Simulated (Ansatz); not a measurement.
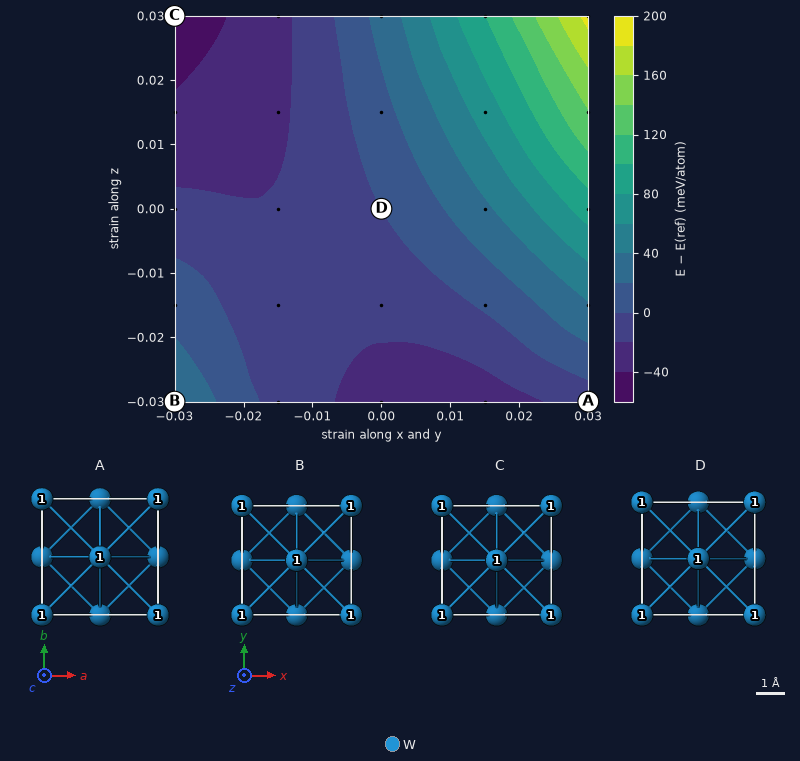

Energy scan for solid W (Fm-3m), in which the cell is strained equally along x and y and separately along z, with the atoms kept at their fractional coordinates. x, y and z are the Cartesian axes of the input. The map is interpolated between the computed points (dots). The lettered frames are marked on it. A ball-and-stick model of the conventional cell (4 times the calculation's cell), seen along the c axis. Lengths and directions refer to the drawn axes.

Method: DFT r2SCAN, scalar-relativistic, plane waves, PAW in Ansatz. Settings: plane-wave cutoff 500 eV; k-point mesh 20 × 20 × 20; occupations gaussian; smearing width 0.15 eV; no spin polarisation. Energies (free energies at the smearing named) are counted from the cell as listed in its source, which wasn't relaxed.

Where is the lowest point of the map, and what else does it tell?

In pairs of (strain along x and y; strain along z): the lowest computed point lies at (−0.030, 0.030) (−54.6 meV/atom), the highest at (0.030, 0.030) (186.5 meV/atom). It lies on the edge of the grid, so the true minimum may be outside the range scanned. The pressure runs from −28.2 GPa at (0.030, 0.030) to 19.8 GPa at (−0.030, −0.030). The frames lie at A (0.030, −0.030): −11.6 meV/atom, B (−0.030, −0.030): 40.5 meV/atom, C (−0.030, 0.030): −54.6 meV/atom, D (0.000, 0.000): 0.0 meV/atom.
